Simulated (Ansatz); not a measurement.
**Geometry relaxation, with input and output: PtS2 (part 2 of 2)**

PtS2 (R-3m, 3 atoms in the cell); DFT, r2SCAN+rVV10, plane waves, PAW, no spin polarisation (Ansatz 0.2.0); cutoff 500 eV, 8×8×8 k-mesh, Fermi–Dirac smearing of 0.02 eV. The structure was built on a prototype by a generator. The geometry comes from this level: pbe-d3bj.

Geometry of the input (Å; fractional positions):
```
1.7717  1.0229  5.3380
-1.7717  1.0229  5.3380
0.0000  -2.0458  5.3380
Pt 0.0000  0.0000  0.0000
S  0.2562  0.2562  0.2562
S  0.7438  0.7438  0.7438
```

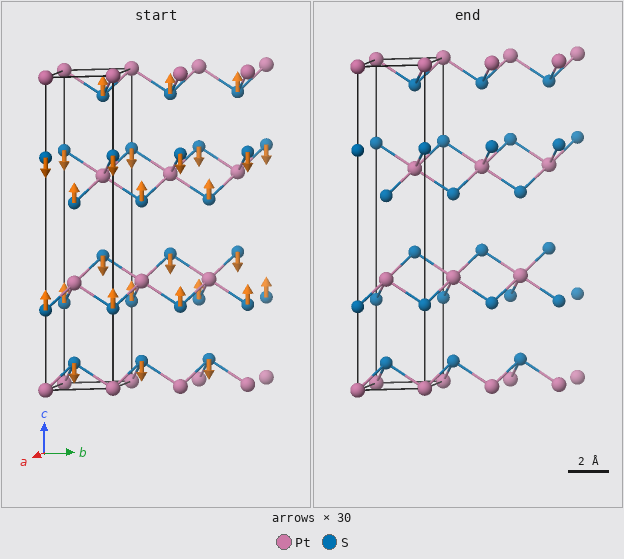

Before (left) and after (right) the relaxation, at one scale (ball-and-stick view of the cell 3 times as large as that of the calculation, set on its symmetry axes, repeated 1 × 3 × 1, seen slightly off an axis). The orange arrows give the displacements (without the part carried along by the change of the cell), magnified 30 times. Over 3 geometry steps the energy falls by 2.9 meV per atom. Largest force component: 0.081 eV/Å at the start, 0.0014 eV/Å at the end. The pressure goes from −0.17 to −0.02 GPa. The largest moves relative to the cell, 0.035 Å, are those of S2 and S3. Pt stays in place. Cell: a = b 3.543 → 3.529 Å (−0.4 %), c 16.014 → 16.569 Å (+3.5 %). Volume +2.6 %. The space group stays R-3m (No. 166). A last SCF at the same geometry on a re-selected plane-wave basis shifts the energy by −0.1 meV per atom. (Atoms are counted from 1 in the order of the input.)

```
basis re-selected at this cell: Δ(F+E_penalty+E_count) = -3.553e-4 eV, ΔP = +0.002 GPa vs the last step (what re-selecting the basis moved, of the pressure what is left beyond the Pulay correction that the steps carried, after the strain that the cell walked since its last selection, with what the two solves' SCF thresholds leave and, on support functions, any second-order correction that the steps lacked; it is no measure of the basis error at this ecutwfc). The dense FFT grid was sized anew with the basis: this SCF ran on 30×50×30 points, the steps before it on 30×48×30, so part of this shift can come from that change (see relax.cell in the input reference). This SCF's stress stands 2.15e-2 GPa from its target on what of the cell is left free (relax.cell.stress_tol is 5.00e-2 GPa) and its largest allowed force component is 1.42e-3 eV/Å (relax.f_tol is 5.00e-3 eV/Å): within both
SCF converged after 6 iterations
Free energy (F): -14345.627932 eV
Harris-Foulkes:  -14345.627932 eV  (|F-HF|=1.82e-12)
Internal energy: -14345.627932 eV  (E = F + TS)
E sigma→0 (E₀):  -14345.627932 eV
Fermi energy:    9.565135 eV
--- Per-component energies (eV) ---
  E_band       = -380.358713
  E_kinetic    = 849.062032
  E_local      = -3426.707868  (includes V_loc(G=0)·N_el)
  E_nonlocal   = 256.504294
  E_hartree    = 1371.401566
  E_xc         = -429.103782
  E_vxc        = -525.823619  (∫ρ·V_xc dr)
  E_paw        = -10697.829856  (= ΣΔE_a)
  E_vpaw       = -306.697182  (= ΣTr[D̂ρ^β])
  E_aug_tail   = 0.000123  (compensation charges beyond the density's cutoff)
  E_vtau       = 30.500403  (kinetic-family band-sum trace: ∫τ·v_τ [+ j·A + Jᵃ·Aᵃ] dr)
  E_ewald      = -2268.503411
  E_core_change = -0.451028  (= ΣΔE_core)
  E_smearing   = -0.000000  (= −TS)
  E_closure    = -0.000000  (closes the sum)
  Σ components = -14345.627932   (vs F -14345.627932, Δ=0.00e0)
--- Forces (eV/Å), atoms counted from 1 ---
  atom   1  Pt     0.00000000     0.00000000    -0.00000000
  atom   2  S     -0.00000000     0.00000000     0.00142003
  atom   3  S      0.00000000    -0.00000000    -0.00142003
  max |Σ_I F_I| component: 6.94e-18 eV/Å
--- Stress (GPa, compression-positive) ---
       -0.021537      -0.000000      -0.000000
       -0.000000      -0.021537       0.000000
       -0.000000       0.000000      -0.009428
  P = ⅓ Tr σ = -0.0175 GPa (-0.175 kbar)
--- Band table (eV; the first three rows and the last of 65) ---
  k-point 0: bands = ["-92.1370", "-45.7401", "-45.7401", "-45.6590", "-6.2989", "-3.6838", "2.4943", "2.7153", "2.7153", "5.4393", "5.4393", "7.3634", "8.3332", "8.3332", "8.8834", "11.9160", "11.9160", "14.8600", "15.1988"]
  k-point 1: bands = ["-92.1369", "-45.7439", "-45.7410", "-45.6585", "-6.0891", "-3.7575", "2.6672", "2.8389", "2.8411", "5.1389", "5.2877", "6.9452", "8.2197", "8.4087", "8.9536", "11.1133", "11.6535", "15.6303", "15.9767"]
  k-point 2: bands = ["-92.1367", "-45.7529", "-45.7433", "-45.6573", "-5.5233", "-3.9229", "2.8083", "3.1114", "3.5069", "4.1883", "5.1436", "6.3966", "7.7995", "8.2052", "8.5049", "10.6752", "11.3831", "15.3772", "17.1000"]
  k-point 64: bands = ["-92.1370", "-45.7401", "-45.7401", "-45.6590", "-6.1135", "-4.1016", "2.7332", "2.7332", "3.4093", "5.4439", "5.4439", "6.8809", "8.0091", "8.1863", "8.1863", "12.0610", "12.0610", "15.2382", "16.8104"]
--- Relaxed structure (4 steps of the walk, 4 accepted, 1 SCFs on fresh bases) ---
  F+E_penalty+E_count = -14345.62793152 eV   max|allowed force component| = 1.420e-3 eV/Å   (the final SCF, on the basis selected at the relaxed cell)
  cell:  # Å, volume = 59.5641 Å³
    - [1.7644428792917985, 1.018701571328838, 5.523047112265308]
    - [-1.7644428792917985, 1.018701571328838, 5.523047112265308]
    - [-2.109368807816597e-34, -2.037403142657676, 5.523047112265308]
  atoms:
    - { symbol: Pt, position: [4.513563711707657e-20, 4.513563711707657e-20, 4.513563711707657e-20] }
    - { symbol: S, position: [0.2583047973599491, 0.2583047973599491, 0.2583047973599491] }
    - { symbol: S, position: [0.741695202640051, 0.741695202640051, 0.741695202640051] }
```

**File rho_z.tsv**
```
# z_ang	rho[e/angstrom^3]
# format = ansatz-planar-average/11
# lattice	1.764442879	1.018701571	5.523047112
# lattice	-1.764442879	1.018701571	5.523047112
# lattice	-0.000000000	-2.037403143	5.523047112
# sites	3
# site	78	-0.000000000	0.000000000	0.000000000
# site	16	-0.000000000	-0.000000000	4.279888695
# site	16	-0.000000000	0.000000000	12.289252641
0.000000	9.676132e-1
0.196228	9.528066e-1
0.392457	9.076344e-1
0.588685	8.323672e-1
0.784914	7.326161e-1
0.981142	6.206438e-1
1.177371	5.121066e-1
1.373599	4.204258e-1
1.569828	3.528925e-1
1.766056	3.093966e-1
1.962285	2.837653e-1
2.158513	2.684058e-1
2.354742	2.582805e-1
2.550970	2.510906e-1
2.747199	2.463410e-1
2.943427	2.446136e-1
3.139656	2.463410e-1
3.335884	2.510906e-1
3.532113	2.582805e-1
3.728341	2.684058e-1
3.924570	2.837653e-1
4.120798	3.093966e-1
4.317027	3.528925e-1
4.513255	4.204258e-1
4.709484	5.121066e-1
4.905712	6.206438e-1
5.101941	7.326161e-1
5.298169	8.323672e-1
5.494398	9.076344e-1
5.690626	9.528066e-1
```

**File v_z.tsv**
```
# z_ang	v_es[eV]	v_tot[eV]
# format = ansatz-planar-average/11
# xc	r2scan
# density_cutoff_ev	2500
# datasets	Pt=:simpson_from_first_knot:soft:shift=0	S=:simpson_from_first_knot:soft:shift=0
# lattice	1.764442879	1.018701571	5.523047112
# lattice	-1.764442879	1.018701571	5.523047112
# lattice	-0.000000000	-2.037403143	5.523047112
# sites	3
# site	78	-0.000000000	0.000000000	0.000000000
# site	16	-0.000000000	-0.000000000	4.279888695
# site	16	-0.000000000	0.000000000	12.289252641
0.000000	9.913937e-1	-1.209417e1
0.196228	9.848798e-1	-1.205492e1
0.392457	1.030131e0	-1.187694e1
0.588685	1.269972e0	-1.139918e1
0.784914	1.798500e0	-1.051674e1
0.981142	2.609051e0	-9.278846e0
1.177371	3.617306e0	-7.837097e0
1.373599	4.697557e0	-6.370665e0
1.569828	5.718171e0	-4.997452e0
1.766056	6.577260e0	-3.779628e0
1.962285	7.250289e0	-2.765989e0
2.158513	7.812305e0	-1.939881e0
2.354742	8.362064e0	-1.194228e0
2.550970	8.907182e0	-4.906124e-1
2.747199	9.336685e0	1.734233e-2
2.943427	9.501723e0	1.915443e-1
3.139656	9.336685e0	1.734233e-2
3.335884	8.907182e0	-4.906124e-1
3.532113	8.362064e0	-1.194228e0
3.728341	7.812305e0	-1.939881e0
3.924570	7.250289e0	-2.765989e0
4.120798	6.577260e0	-3.779628e0
4.317027	5.718171e0	-4.997452e0
4.513255	4.697557e0	-6.370665e0
4.709484	3.617306e0	-7.837097e0
4.905712	2.609051e0	-9.278846e0
5.101941	1.798500e0	-1.051674e1
5.298169	1.269972e0	-1.139918e1
5.494398	1.030131e0	-1.187694e1
5.690626	9.848798e-1	-1.205492e1
```

**Trajectory as extended XYZ (Å, eV, eV/Å), 5 frames, from step=1 to step=5**
```
3
Lattice="1.7717 1.0229 5.3380 -1.7717 1.0229 5.3380 0.0000 -2.0458 5.3380" Properties=species:S:1:pos:R:3:forces:R:3 step=1 energy=-14345.61895 pressure_GPa=-0.17
Pt    0.0000    0.0000    0.0000    0.0000   0.0000   0.0000
S     0.0000    0.0000    4.1023    0.0000   0.0000   0.0806
S     0.0000    0.0000   11.9116    0.0000   0.0000  -0.0806
3
Lattice="1.7689 1.0213 5.5240 -1.7689 1.0213 5.5240 0.0000 -2.0425 5.5240" Properties=species:S:1:pos:R:3:forces:R:3 step=2 energy=-14345.62593 pressure_GPa=0.18
Pt    0.0000    0.0000    0.0000    0.0000   0.0000   0.0000
S     0.0000    0.0000    4.2939    0.0000   0.0000  -0.1189
S     0.0000    0.0000   12.2782    0.0000   0.0000   0.1189
3
Lattice="1.7624 1.0175 5.5281 -1.7624 1.0175 5.5281 0.0000 -2.0350 5.5281" Properties=species:S:1:pos:R:3:forces:R:3 step=3 energy=-14345.62749 pressure_GPa=0.14
Pt    0.0000    0.0000    0.0000    0.0000   0.0000   0.0000
S     0.0000    0.0000    4.2824    0.0000   0.0000   0.0056
S     0.0000    0.0000   12.3019    0.0000   0.0000  -0.0056
3
Lattice="1.7644 1.0187 5.5230 -1.7644 1.0187 5.5230 0.0000 -2.0374 5.5230" Properties=species:S:1:pos:R:3:forces:R:3 step=4 energy=-14345.62758 pressure_GPa=-0.02
Pt    0.0000    0.0000    0.0000    0.0000   0.0000   0.0000
S     0.0000    0.0000    4.2799    0.0000   0.0000   0.0016
S     0.0000    0.0000   12.2893    0.0000   0.0000  -0.0016
3
Lattice="1.7644 1.0187 5.5230 -1.7644 1.0187 5.5230 0.0000 -2.0374 5.5230" Properties=species:S:1:pos:R:3:forces:R:3 step=5 energy=-14345.62793 pressure_GPa=-0.02
Pt    0.0000    0.0000    0.0000    0.0000   0.0000   0.0000
S     0.0000    0.0000    4.2799    0.0000   0.0000   0.0014
S     0.0000    0.0000   12.2893    0.0000   0.0000  -0.0014
```

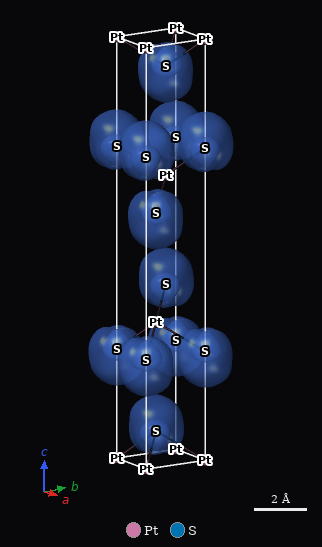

Isosurface of the ELF at 0.7 (blue), seen slightly off an axis. Core shells and regions of very low density are left out. Sticks mark near contacts. The outline is the cell set on symmetry axes. Profiles from the grid: Pt–S (2.39 Å): the ELF is about 0.50 at the midpoint. Core electrons are frozen (PAW), so the fields are smoothed inside the atomic spheres.

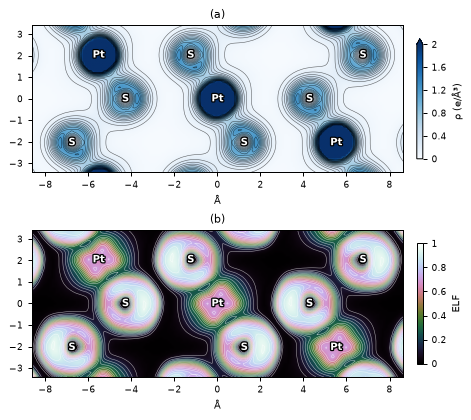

(a) valence electron density; (b) electron localisation function on the (110) plane of the conventional cell. The section cuts through Pt and S sites. Pt–S (2.39 Å): the density is about 0.68 e/Å³ at the midpoint; the ELF is about 0.50 at the midpoint. Away from the nuclei the density in this plane falls to 0.009 e/Å³ at its lowest. The strong features right at Pt lie inside the PAW spheres (semicore, d or f shells) and say nothing about bonding.

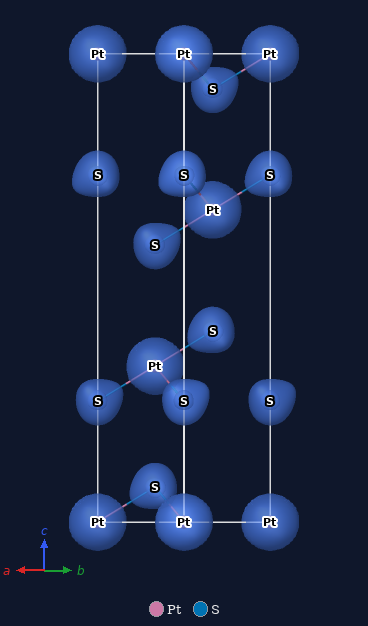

Isosurface of the valence pseudo-density at 0.8 e/Å³ (blue), seen along [110]. Sticks mark near contacts. The outline is the cell set on symmetry axes. At this value the density breaks into separate islands; it holds about 60 % of the electrons treated as valence (semicore included). It is pinched off along the Pt–S (2.39 Å) contacts. On the grid the lowest density along these lines, outside the cores, is 0.68 e/Å³ (Pt–S, 2.39 Å).

**Results in brief**

- outcome: converged
- space group (tolerance 0.01 Å): R-3m (166)
- electrons treated: 30
- free energy: −14345.6279 eV
- Fermi energy: 9.565 eV
- gap on the k-point mesh: 1.19 eV
- pressure: −0.02 GPa
- final volume: 59.56 Å³
- largest force (length of the vector) at the end: 0.001 eV/Å
- final cell: a = 5.887 Å, b = 5.887 Å, c = 5.887 Å, α = 34.88°, β = 34.88°, γ = 34.88°
- hardware: 2 threads of Arm Neoverse V1, 24 GiB of memory available, shared host
- wall time: 42 s (CPU time 83 s)
- peak memory: 0.62 GiB

Spin–orbit coupling is left out, which matters for Pt.
